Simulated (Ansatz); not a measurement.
Consider TiAl3.

Input file:

```
crystal:
  lattice:
    - [3.95567125, 0.0, 0.0]
    - [0.0, 3.95567125, 0.0]
    - [0.0, 0.0, 7.9113425]
  atoms:
    - { symbol: Ti, position: [-0.0178757722, -0.0178757722, 0.0] }
    - { symbol: Ti, position: [0.0178757722, 0.0178757722, 0.5] }
    - { symbol: Al, position: [0.4844597616, 0.4844597616, 0.0] }
    - { symbol: Al, position: [0.5155402384, 0.5155402384, 0.5] }
    - { symbol: Al, position: [0.5, 0.0, 0.25] }
    - { symbol: Al, position: [0.5, 0.0, 0.75] }
    - { symbol: Al, position: [0.0, 0.5, 0.25] }
    - { symbol: Al, position: [0.0, 0.5, 0.75] }
basis:
  ecutwfc: 500
kpoints:
  mp_grid: { grid: [12, 12, 6] }
hamiltonian:
  xc: r2scan
scf:
  occupations: { method: gaussian, width: 0.15 }
output:
  forces: true
  stress: true
  eigenvalues: true
  write_density: true
  write_potential: true
  elf: true
  volumetric_format: npy
```

Run with:

```sh
ansatz run input.yaml --threads 2 --pin off --max-ram 5120MiB --backend cpu --events-out ev --progress --plain --runs-dir out
```

Below, planes, directions and counts refer to the conventional cell (a = 5.59 Å, b = 5.59 Å, c = 7.91 Å, α = 90.00°, β = 90.00°, γ = 90.00°).

Space group Cmcm; a structure from a database of computed crystals, not necessarily the ambient phase; not relaxed (largest force 0.6 eV/Å); computed without spin polarisation.

Method: DFT r2SCAN, scalar-relativistic, plane waves, PAW in Ansatz.

**What will maps of the valence pseudo-density and electron localisation function show?**

Ti–Al (2.75 Å): ρ is about 0.23 e/Å³ halfway; the ELF is about 0.40 at the midpoint.
Al–Al (2.75 Å): ρ is about 0.24 e/Å³ halfway; the ELF peaks at about 0.70 between the atoms.
Al–Al (2.80 Å): ρ is about 0.23 e/Å³ halfway; the ELF peaks at about 0.65 between the atoms.
Ti–Al (2.81 Å): ρ is about 0.21 e/Å³ halfway; the ELF is about 0.35 at the midpoint.

**Does the calculation give a band gap?**

It is gapless in this calculation (a metal or semimetal).

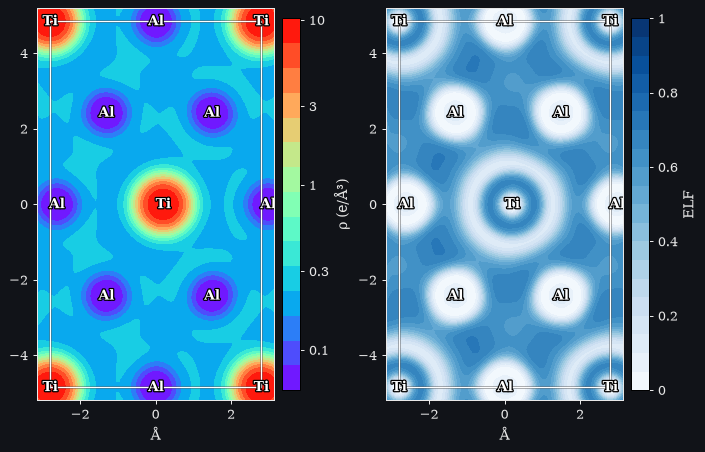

Computed valence pseudo-density and electron localisation function on the (101̄) plane of the conventional cell, in this order. 

The density is the valence pseudo-density of a PAW calculation; it isn't the true density close to the nuclei.
